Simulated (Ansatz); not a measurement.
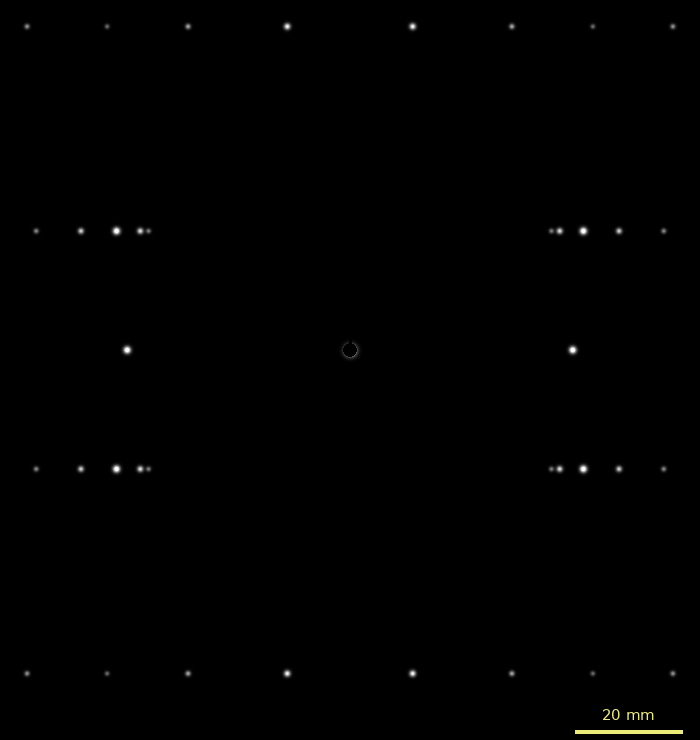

Simulated X-ray rotation photograph: Cu Kα radiation (λ = 1.5418 Å), cylindrical film of radius 57.3 mm unrolled, rotation axis vertical and normal to the beam, kinematic intensities without Lorentz or polarisation factors, the film spanning ±63° about the beam; spots down to d = 1.34 Å.

> Measure the layer lines and find the identity period along the axis.

The first layer line lies 22.4 mm from the equator, so tan ν = 0.391, sin ν = 0.364 and the period is λ/sin ν = 4.23 Å. Further lines follow at 60.9 mm.

The crystal is Cr, space group P6_3/mmc (No. 194), a = 2.44 Å, c = 8.61 Å (hexagonal axes). Structure: the geometry relaxed with Ansatz, DFT, LDA (PW92), plane waves (420 eV) with PAW, scalar-relativistic; the starting structure was generated, so it need not be a known form of this composition.

> About which axis was it rotated?

About [210] (or an equivalent direction), whose length in the conventional cell is 4.234 Å.
